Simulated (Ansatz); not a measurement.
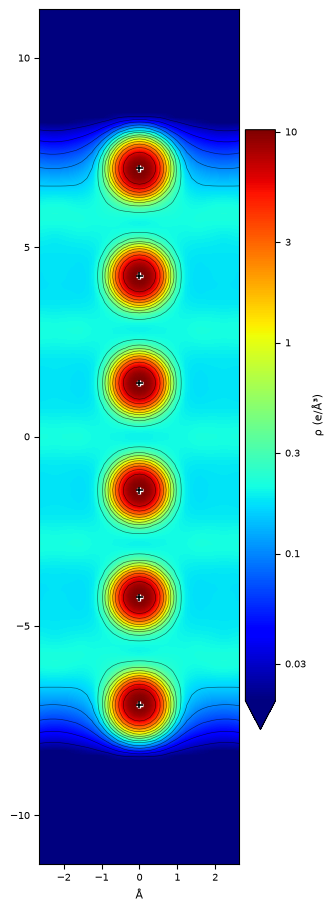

The valence charge density (pseudo) on a plane through atoms (crosses mark nuclei in the plane).

Method: Ansatz 0.2.0, DFT PBE, scalar-relativistic, plane waves, PAW.

Candidates:
A. TiAl, a = 2.82 Å, b = 2.82 Å, c = 4.08 Å, α = 90.00°, β = 90.00°, γ = 90.00°. Space group P4/mmm; computed without spin polarisation.
B. Ti (slab), a = 4.58 Å, b = 4.58 Å, c = 29.16 Å, α = 90.00°, β = 90.00°, γ = 120.00°. Changed on purpose from its base cell (repeats removed: -2); not relaxed (largest force 1.1 eV/Å); computed without spin polarisation.

Which system is this?

Candidate B: Ti on the (010) plane of the calculation cell, a cut from vacuum to vacuum, which holds Ti. Ti–Ti (2.83 Å): ρ at the midpoint is about 0.2 e/Å³.
